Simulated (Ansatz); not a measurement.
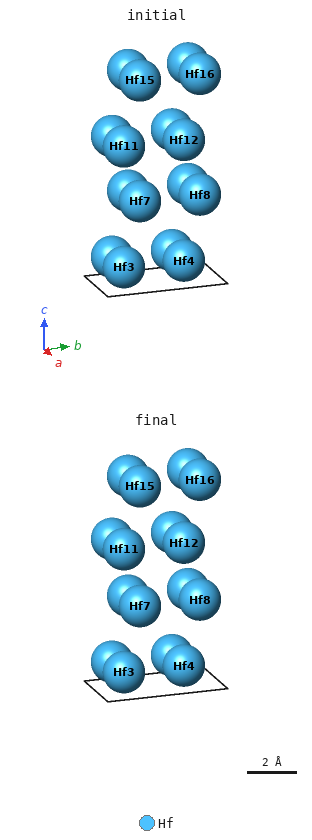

The structure of a slab of composition Hf (cut from the P6_3/mmc phase) before (top) and after (bottom) a constrained relaxation, at one scale.

The picture is a spheres-only view of the cell of the calculation, outlined in the plane, without the vacuum, seen from a free direction.

Case: clean slab, lower planes held. The slab is the (0 0 1) face of Hf. 8 atoms are held fixed.

Method: DFT PBE+D3(BJ), scalar-relativistic, plane waves, PAW in Ansatz 0.2.0. (plane-wave cutoff 420 eV; k-point mesh 4 × 4 × 1; occupations gaussian; smearing width 0.1 eV; no spin polarisation; dipole correction; atoms relaxed in a fixed cell; force threshold 0.03 eV/Å; at most 70 steps)

Summarise the run.

Answer. The energy falls by 0.189 eV per cell of the calculation in 2 accepted moves (3 points after the start). Largest force component: 0.79 eV/Å at the start, 0.021 eV/Å at the end. The line search rejected the trial step at point 1 of the run. The largest moves, 0.092 Å, are those of Hf atoms. The lattice vectors keep their values. Among the contacts that change: Hf–Hf 3.106 → 3.004 Å, Hf–Hf 3.106 → 3.181 Å.
